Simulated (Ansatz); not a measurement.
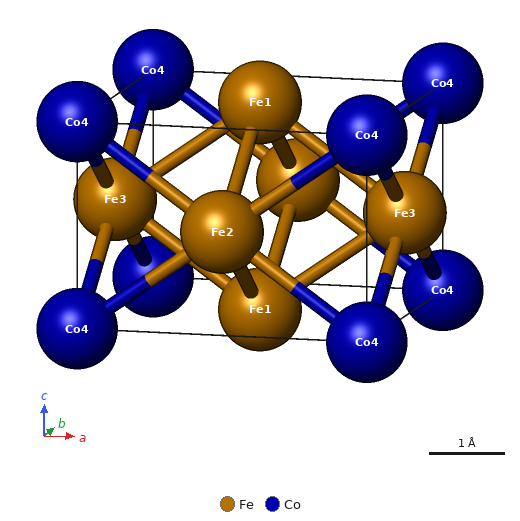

Figure 1. The structure (ball-and-stick view of the cell of the calculation, seen slightly off an axis; atoms are numbered from 1 in the order of the input). An atom can appear more than once, as a periodic image.

## Fe₃Co: a changed input and its effect

System: Fe₃Co (P4/mmm, 4 atoms in the cell).
Method of run A: DFT PBEsol, scalar-relativistic, plane waves, PAW, no spin polarisation (Ansatz 0.2.0).

The structure derives from a Materials Project entry. Text and figures count atoms from 1; the logs count them from 0 in places.

**Input file, run A**
```yaml
crystal:
  lattice:
    - [4.023579445, 0.0, 0.0]
    - [0.0, 4.023579445, 0.0]
    - [0.0, 0.0, 2.82770517]
  atoms:
    - { symbol: Fe, position: [0.5, 0.5, 0.0] }
    - { symbol: Fe, position: [0.5, 0.0, 0.5] }
    - { symbol: Fe, position: [0.0, 0.5, 0.5] }
    - { symbol: Co, position: [0.0, 0.0, 0.0] }
basis:
  ecutwfc: 420
kpoints:
  mp_grid: { grid: [10, 10, 14] }
hamiltonian:
  xc: pbesol
scf:
  occupations: { method: gaussian, width: 0.1 }
  lower_state_search: "off"
output:
  forces: true
  stress: true
  eigenvalues: true
```

Launched with:
```bash
ansatz run input.yaml --threads 1 --pin off --max-ram 2560MiB --backend cpu --events-out ev --progress --plain --runs-dir out
```

Hardware: 1 thread of Intel Xeon (Sapphire Rapids), 192 GiB of memory available, shared host.

**Output, shortened to warnings, some set-up lines, iterations and results (run A)**
```
Basis set: ecut = 420 eV, 913 PW (Γ), exchange–correlation on 54×54×40 points (8 copies of the dense FFT grid, shifted against one another)
Symmetry: 16 space group operations
k-points: 168 of 1400
Initial density: superposition of atomic densities (neutral atoms: chi_scale 0, normalization atom), corrected by the library's trained network
[...]
SCF iter   1: F=—  HF=-18437.434946 eV  |F-HF|=—  |Δ(HF+E_count)|=         —  Δρ=4.10e-2  dr2=7.84e-1  ethr=1.77e-3  ⟨swp⟩=3.4  Hψ=19087  notcnv=0
SCF iter   2: F=—  HF=-18437.406869 eV  |F-HF|=—  |Δ(HF+E_count)|=   2.81e-2  Δρ=1.40e-2  dr2=1.02e-1  ethr=1.21e-3  ⟨swp⟩=2.0  Hψ=8619  notcnv=0  defer=24
SCF iter   3: F=—  HF=-18437.404176 eV  |F-HF|=—  |Δ(HF+E_count)|=   2.69e-3  Δρ=8.49e-3  dr2=3.67e-2  ethr=1.58e-4  ⟨swp⟩=1.0  Hψ=6528  notcnv=0  defer=24
SCF iter   4: F=—  HF=-18437.403249 eV  |F-HF|=—  |Δ(HF+E_count)|=   9.27e-4  Δρ=2.29e-3  dr2=1.32e-3  ethr=5.64e-5  ⟨swp⟩=1.0  Hψ=6528  notcnv=0  defer=24
SCF iter   5: F=—  HF=-18437.403123 eV  |F-HF|=—  |Δ(HF+E_count)|=   1.26e-4  Δρ=7.53e-4  dr2=2.00e-4  ethr=2.03e-6  ⟨swp⟩=1.0  Hψ=6528  notcnv=0  defer=24
SCF iter   6: F=—  HF=-18437.403125 eV  |F-HF|=—  |Δ(HF+E_count)|=   1.76e-6  Δρ=2.96e-4  dr2=4.29e-5  ethr=3.07e-7  ⟨swp⟩=2.3  Hψ=10740  notcnv=0  defer=24
SCF iter   7: F=—  HF=-18437.403080 eV  |F-HF|=—  |Δ(HF+E_count)|=   4.46e-5  Δρ=1.11e-4  dr2=5.47e-6  ethr=6.61e-8  ⟨swp⟩=1.0  Hψ=6531  notcnv=0  defer=24
SCF iter   8: F=—  HF=-18437.403080 eV  |F-HF|=—  |Δ(HF+E_count)|=   8.38e-7  Δρ=3.32e-5  dr2=6.77e-7  ethr=8.41e-9  ⟨swp⟩=2.4  Hψ=9016  notcnv=0  defer=24
SCF iter   9: F=—  HF=-18437.403080 eV  |F-HF|=—  |Δ(HF+E_count)|=   7.25e-8  Δρ=3.33e-5  dr2=1.33e-7  ethr=1.54e-10  ⟨swp⟩=5.6  Hψ=27322  notcnv=0
SCF iter  10: F=-18437.403080 eV  HF=-18437.403080 eV  |F-HF|=1.48e-8  |Δ(HF+E_count)|=   4.69e-8  Δρ=8.43e-6  dr2=2.29e-8  ethr=1.54e-10  ⟨swp⟩=4.0  Hψ=20425  notcnv=0
SCF 1 converged in 10 iterations: F = -18437.403080 eV  dr2 = 2.29e-8
SCF converged after 10 iterations
Free energy (F): -18437.403080 eV
Harris-Foulkes:  -18437.403080 eV  (|F-HF|=1.48e-8)
Internal energy: -18437.316921 eV  (E = F + TS)
E sigma→0 (E₀):  -18437.360000 eV
Entropy (-TS):   -0.086159 eV (-21.540 meV/atom)
Fermi energy:    18.000765 eV
--- Per-component energies (eV) ---
  E_band       = -912.349902
  E_kinetic    = 1505.594291
  E_local      = -9125.169920  (includes V_loc(G=0)·N_el)
  E_nonlocal   = 1106.910790
  E_hartree    = 3814.121946
  E_xc         = -508.426478
  E_vxc        = -657.923743  (∫ρ·V_xc dr)
  E_paw        = -5480.526652  (= ΣΔE_a)
  E_vpaw       = -1370.006063  (= ΣTr[D̂ρ^β])
  E_aug_tail   = 0.002312  (compensation charges beyond the density's cutoff)
  E_ewald      = -9750.549235
  E_core_change = 0.726024  (= ΣΔE_core)
  E_smearing   = -0.086159  (= −TS)
  E_closure    = 0.000000  (closes the sum)
  Σ components = -18437.403080   (vs F -18437.403080, Δ=0.00e0)
--- Forces (eV/Å), atoms counted from 1 ---
  atom   1  Fe     0.00000000     0.00000000     0.00000000
  atom   2  Fe     0.00000000     0.00000000     0.00000000
  atom   3  Fe     0.00000000     0.00000000     0.00000000
  atom   4  Co     0.00000000     0.00000000     0.00000000
  max |Σ_I F_I| component: 1.80e-28 eV/Å
--- Stress (GPa, compression-positive) ---
      -27.445764       0.000000       0.000000
        0.000000     -27.445764       0.000000
        0.000000       0.000000     -27.621331
  P = ⅓ Tr σ = -27.5043 GPa (-275.043 kbar)
```

For run B the input was changed thus:
```diff
+magnetization:
+  spin_polarized: true
+  initial_magnetization: 0.0
+  spin_locking: { lock_magnetization: hard }
```

How does run B compare with run A?

The total moment is fixed by the input in run B, so the state need not be the lowest. The energy is the same within 0.01 meV per atom. With spin allowed, the absolute moment of the cell comes to 0.00 μB. No starting moments were typed, and other magnetic orders weren't tried. The SCF takes 17 iterations against 10. On the same kind of shared host run B took about 2.3 times as long. The two runs start from different initial densities, which also moves the count.

**Output, shortened to warnings, some set-up lines, iterations and results (run B)**
```
Warning: output.stress: scf.convergence.dr2_threshold = 1e-7 eV (the SCF's general default) is looser than the 4e-10 eV advised for a printed stress (1e-10 eV for each atom of the cell: 4). What an SCF threshold leaves in a stress goes as its square root, and in the free energy as the threshold itself, and one threshold admits the most on a small cell: of the crystals measured, under no hybrid …
Basis set: ecut = 420 eV, 913 PW (Γ), exchange–correlation on 54×54×40 points (8 copies of the dense FFT grid, shifted against one another)
Symmetry: 16 space group operations
k-points: 168 of 1400
Initial density: superposition of atomic densities (chi_scale 0.1, normalization cell, long waves kept (reshape's long-wave potential 0.00 eV rms))
[...]
SCF iter   1: F=—  HF=-18438.067034 eV  |F-HF|=—  |Δ(HF+E_count)|=         —  Δρ=5.19e-2 (↑5.19e-2 ↓5.19e-2)  dr2=2.90e0  dr2_m=0.00e0  M=0.000 μB ∫|m|=0.000 μB  β_m=0.30  …
SCF iter   2: F=—  HF=-18437.626225 eV  |F-HF|=—  |Δ(HF+E_count)|=   4.41e-1  Δρ=4.68e-2 (↑4.68e-2 ↓4.68e-2)  dr2=3.60e0  dr2_m=0.00e0  M=0.000 μB ∫|m|=0.000 μB  β_m=0.33  …
SCF iter   3: F=—  HF=-18438.363565 eV  |F-HF|=—  |Δ(HF+E_count)|=   7.37e-1  Δρ=1.24e-1 (↑1.24e-1 ↓1.24e-1)  dr2=2.55e1  dr2_m=0.00e0  M=0.000 μB ∫|m|=0.000 μB  β_m=0.22  …
SCF iter   4: F=—  HF=-18437.491061 eV  |F-HF|=—  |Δ(HF+E_count)|=   8.73e-1  Δρ=3.61e-2 (↑3.61e-2 ↓3.61e-2)  dr2=2.01e0  dr2_m=0.00e0  M=0.000 μB ∫|m|=0.000 μB  β_m=0.19  …
SCF iter   5: F=—  HF=-18437.441406 eV  |F-HF|=—  |Δ(HF+E_count)|=   4.97e-2  Δρ=2.22e-2 (↑2.22e-2 ↓2.22e-2)  dr2=7.96e-1  dr2_m=0.00e0  M=0.000 μB ∫|m|=0.000 μB  β_m=0.23  …
[... 8 lines ...]
SCF iter  14: F=—  HF=-18437.403081 eV  |F-HF|=—  |Δ(HF+E_count)|=   6.38e-7  Δρ=1.49e-4 (↑1.49e-4 ↓1.49e-4)  dr2=4.03e-5  dr2_m=0.00e0  M=0.000 μB ∫|m|=0.000 μB  β_m=0.36  …
SCF iter  15: F=—  HF=-18437.403080 eV  |F-HF|=—  |Δ(HF+E_count)|=   1.00e-6  Δρ=4.77e-5 (↑4.77e-5 ↓4.77e-5)  dr2=4.64e-6  dr2_m=0.00e0  M=0.000 μB ∫|m|=0.000 μB  β_m=0.28  …
SCF iter  16: F=—  HF=-18437.403080 eV  |F-HF|=—  |Δ(HF+E_count)|=   7.29e-8  Δρ=1.16e-5 (↑1.16e-5 ↓1.16e-5)  dr2=2.71e-7  dr2_m=0.00e0  M=0.000 μB ∫|m|=0.000 μB  β_m=0.44  …
SCF iter  17: F=-18437.403080 eV  HF=-18437.403080 eV  |F-HF|=4.13e-8  |Δ(HF+E_count)|=   7.59e-9  Δρ=5.11e-6 (↑5.11e-6 ↓5.11e-6)  dr2=4.65e-8  dr2_m=0.00e0  M=0.000 μB …
SCF 1 converged in 17 iterations: F = -18437.403080 eV  dr2 = 4.65e-8
SCF converged after 17 iterations
Stability checked in part: among states of this total moment the steps that led to this state did not find it unstable. No probe was made; neither looks for a lower state of another moment (fixed_total_moment; see scf.lower_state_search)
Magnetization: 0.0000 μB (32.5000 up, 32.5000 down)
Absolute magnetization: 0.0000 μB (∫|ρ↑−ρ↓|)
Spin contamination: 0.0000 ħ² per cell (⟨S²⟩ above its minimum at these occupations)
Per-site moments (μB) at R_I (Å): [(0.0, 1.014303615357774), (0.0, 1.014303615357774), (0.0, 1.014303615357774), (0.0, 1.014303615357774)]
Free energy (F): -18437.403080 eV
Harris-Foulkes:  -18437.403080 eV  (|F-HF|=4.13e-8)
Internal energy: -18437.316921 eV  (E = F + TS)
E sigma→0 (E₀):  -18437.360000 eV
Entropy (-TS):   -0.086159 eV (-21.540 meV/atom)
Fermi energy:    18.000768 (↑ 18.000768, ↓ 18.000768) eV
--- Per-component energies (eV) ---
  E_band       = -912.349595
  E_kinetic    = 1505.594350
  E_local      = -9125.167194  (includes V_loc(G=0)·N_el)
  E_nonlocal   = 1106.910150
  E_hartree    = 3814.119669
  E_xc         = -508.426546
  E_vxc        = -657.923831  (∫ρ·V_xc dr)
  E_paw        = -5480.526453  (= ΣΔE_a)
  E_vpaw       = -1370.008230  (= ΣTr[D̂ρ^β])
  E_aug_tail   = 0.002312  (compensation charges beyond the density's cutoff)
  E_ewald      = -9750.549235
  E_core_change = 0.726024  (= ΣΔE_core)
  E_smearing   = -0.086159  (= −TS)
  E_closure    = 0.000000  (closes the sum)
  Σ components = -18437.403080   (vs F -18437.403080, Δ=0.00e0)
--- Forces (eV/Å), atoms counted from 1 ---
  atom   1  Fe     0.00000000     0.00000000     0.00000000
  atom   2  Fe     0.00000000     0.00000000     0.00000000
  atom   3  Fe     0.00000000    -0.00000000     0.00000000
  atom   4  Co     0.00000000     0.00000000     0.00000000
  max |Σ_I F_I| component: 5.84e-29 eV/Å
--- Stress (GPa, compression-positive) ---
      -27.445924       0.000000       0.000000
        0.000000     -27.445924       0.000000
        0.000000       0.000000     -27.621472
  P = ⅓ Tr σ = -27.5044 GPa (-275.044 kbar)
```

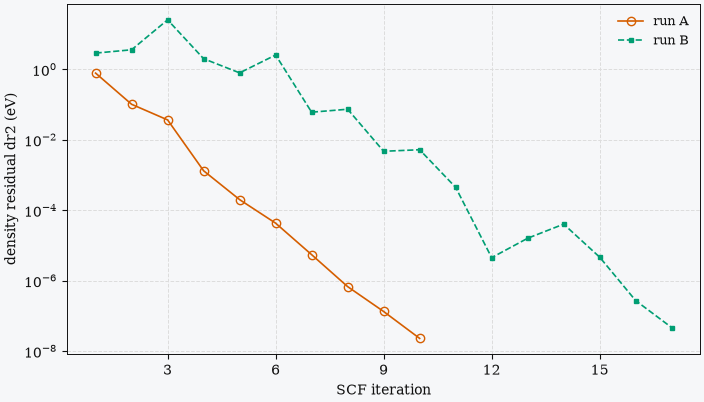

Figure 2. Convergence of the two runs: density residual dr2 against the SCF iteration. Run A takes 10 iterations in all, and run B takes 17.

**The two runs side by side**

| quantity | run A | run B |
| --- | --- | --- |
| outcome | converged | converged |
| free energy per atom (eV) | −4609.3508 | −4609.3508 |
| energy per atom, smearing taken to zero (eV) | −4609.3400 | −4609.3400 |
| gap on the mesh (eV) | 0.00 | 0.00 |
| pressure (GPa) | −27.50 | −27.50 |
| largest force (eV/Å) | 0.000 | 0.000 |
| SCF iterations | 10 | 17 |
| irreducible k-points | 168 | 168 |
| plane waves at Γ | 913 | 913 |
| net moment of the cell (μB) | – | 0.00 |
| absolute moment of the cell (μB) | – | 0.00 |
| wall time (shared host) | 14 s | 33 s |

For both runs: The cell is under a tension of 28 GPa at this level, so it is not at its equilibrium volume. For run A: The run has no spin polarisation, so a magnetic state may lie lower. For run B: Warnings: the SCF threshold is looser than advised for the printed stress.
